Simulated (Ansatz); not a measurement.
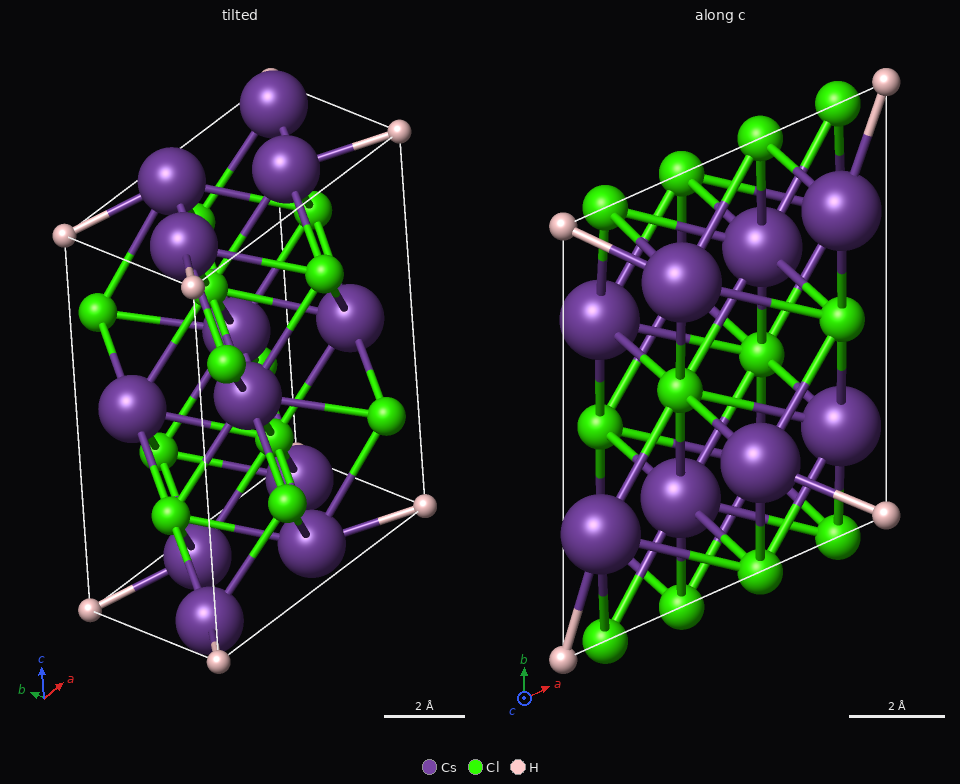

A ball-and-stick picture of a crystal structure, seen slightly off an axis and along the c axis. The outline marks the simulation cell. Cell: a = 8.406 Å, b = 9.398 Å, c = 9.398 Å, α = 78.46°, β = 63.43°, γ = 63.43°.

This is Cs8HCl8. The cell has 17 atoms, namely 8 Cs, 1 H, 8 Cl. Cl is coordinated by eight Cs in a distorted cubic arrangement at about 3.5 to 3.9 Å. H bonds to four Cs in a distorted square planar arrangement at about 3.0 Å. The bonds build a three-dimensional framework.

The initial geometry was a structure listed in the Materials Project, repeated into a supercell with a point defect put in. The cell was then strained or its atoms displaced on purpose. The atoms were relaxed in a fixed cell with DFT PBE, scalar-relativistic, plane waves, PAW (Ansatz).
